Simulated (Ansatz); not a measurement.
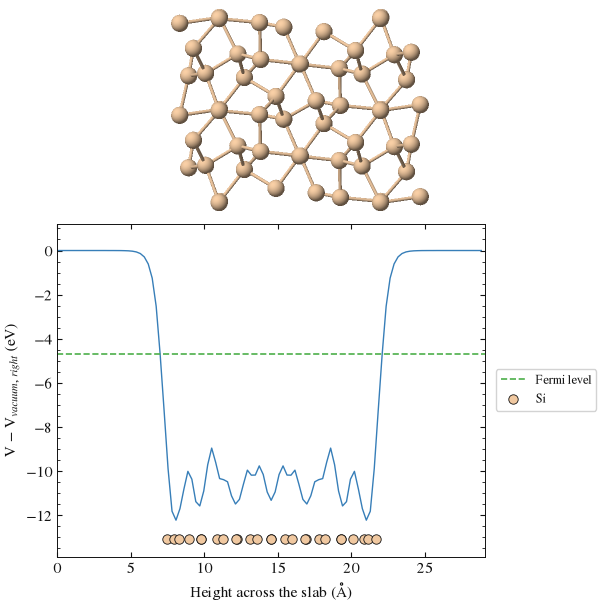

Plane-averaged electrostatic potential energy of an electron across the slab; circles at the bottom mark the heights of the atoms (positions after relaxation). The structure is drawn too. System: a (110) slab cut from Si (Ia-3), 26 atoms in the cell. Computed with Ansatz 0.2.0: DFT r2SCAN, scalar-relativistic, plane waves, PAW, no spin polarisation, 7×7×1 k mesh, 500 eV cutoff, Gaussian smearing of 0.1 eV.

The work function is 4.69 eV, the same on both faces. The two vacuum levels agree, so the slab has no net dipole along its normal. The outermost atoms are 14.2 Å apart, which leaves 14.9 Å of vacuum in a cell 29.1 Å high.
